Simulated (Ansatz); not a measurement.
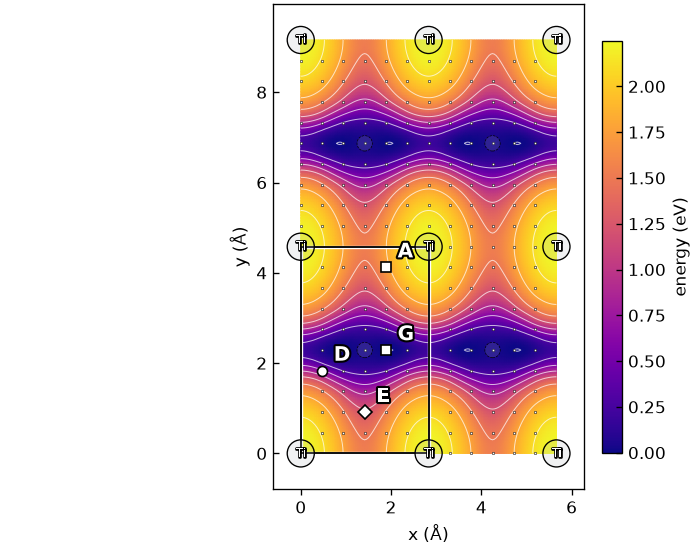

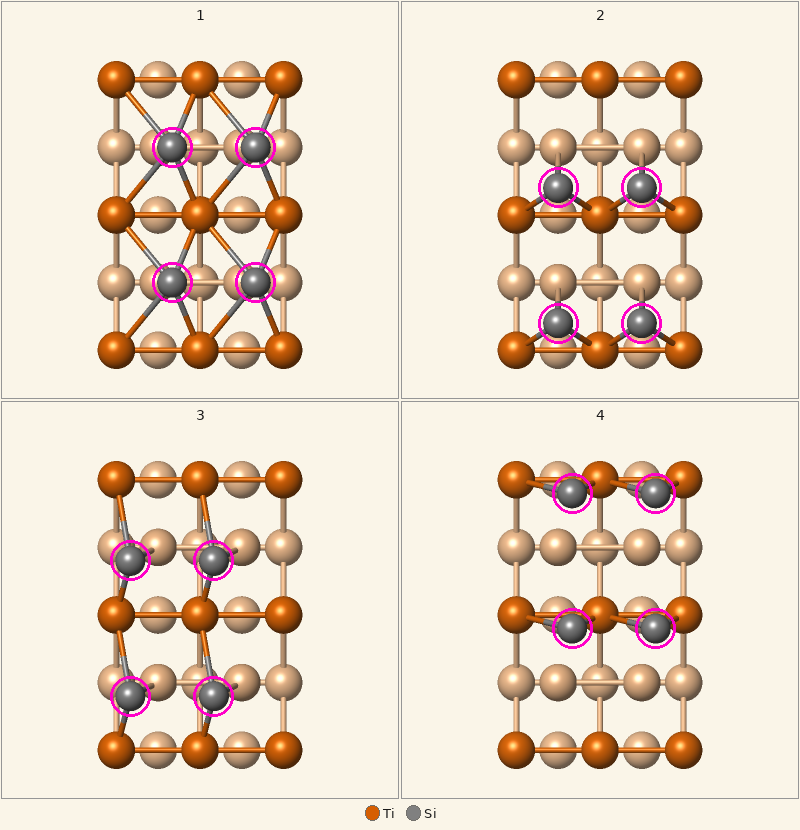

Si on a Ti(100) slab cut from the P6/mmm phase, its upper half relaxed before the scan (6 atoms of substrate and one adsorbate in a 1 × 1 cell). Si is moved over the surface cell; relaxed at each place: the height of the adsorbate's atoms; substrate rigid; the origin of the map has the adsorbate above Ti6. Places are given modulo a cell vector. The map is drawn in real space over the plane of the surface. The grid has 6 × 10 points; 24 points were computed and 36 follow by symmetry. Energies are in eV, from the lowest grid point. With one adsorbate in each 1 × 1 cell, its nearest image is 2.8 Å away, so neighbouring adsorbates interact. The calculation used Ansatz, DFT PBE, scalar-relativistic, plane waves, PAW. Settings: cutoff 420 eV, k-mesh 9×6×1, gaussian smearing 0.1 eV, no spin polarisation.

Drawn: a smooth colour map with a few white contour lines, dots at the grid points, labelled circles for the atoms of the top layer and small ones for the second layer, the outline of one cell of the 2 × 2 shown, lettered points. Between grid points the surface is interpolated. The numbered pictures are the structures at these points, in random order. Rings mark the moved atoms.

Which structure belongs to which point?

Answer. A is structure 4: (4/6, 9/10) of the cell vectors [nearest 1 Ti at 2.43 Å], 1.73 eV; D is structure 3: (1/6, 4/10) of the cell vectors [nearest 1 Ti at 2.29 Å], 0.64 eV; E is structure 2: (3/6, 2/10) of the cell vectors [nearest 2 Ti at 2.51 Å], 1.24 eV; G is structure 1: (4/6, 5/10) of the cell vectors [nearest 1 Ti at 2.49 Å], 0.00 eV.

PAW datasets: the set soft_1.
